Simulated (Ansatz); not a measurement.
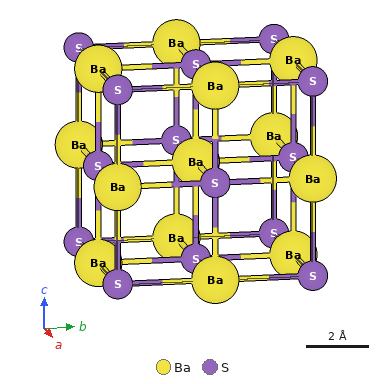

Ball-and-stick drawing of the structure, looking slightly off an axis. The lines enclose the conventional unit cell; boundary atoms appear with their images. Cell: a = 6.43 Å, b = 6.43 Å, c = 6.43 Å, α = 90.00°, β = 90.00°, γ = 90.00°.

Provenance: a structure type known for this compound. Earlier steps of the study may have refined or changed the cell and positions. Ansatz was used for an electronic-structure calculation on it.

**Caption:**

Chemical formula BaS. The lattice is face-centred cubic and the space group Fm-3m (No. 225). Prototype: rock salt (NaCl type). Content of the cell: 4 Ba, 4 S (Z = 4). Ba is linked to six S in an octahedral arrangement at about 3.2 Å. Around each S lie six Ba in an octahedral arrangement at about 3.2 Å. The bonds build a three-dimensional framework.

Level of theory and settings: DFT PBE, scalar-relativistic, plane waves, PAW (Ansatz 0.2.0), plane waves up to 420 eV, k-points about 0.17 Å⁻¹ apart, Gaussian smearing of 0.05 eV, no spin polarisation.

**Predict the gap.**

A semiconductor at this level, with a gap of 2.23 eV, indirect.

**What net charge does each kind of atom have (Bader)?**

Ba +1.42 e; S -1.42 e.

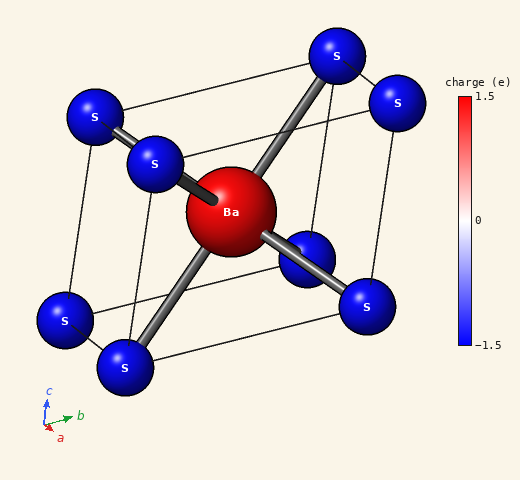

The atoms coloured by those charges. The run's cell of 2 atoms is drawn, so axes and origin can differ from the first picture.

**Are forces and stress small enough to call this relaxed?**

Yes. All forces vanish to within 0.01 eV/Å. The pressure is 0.0 GPa, close to zero.
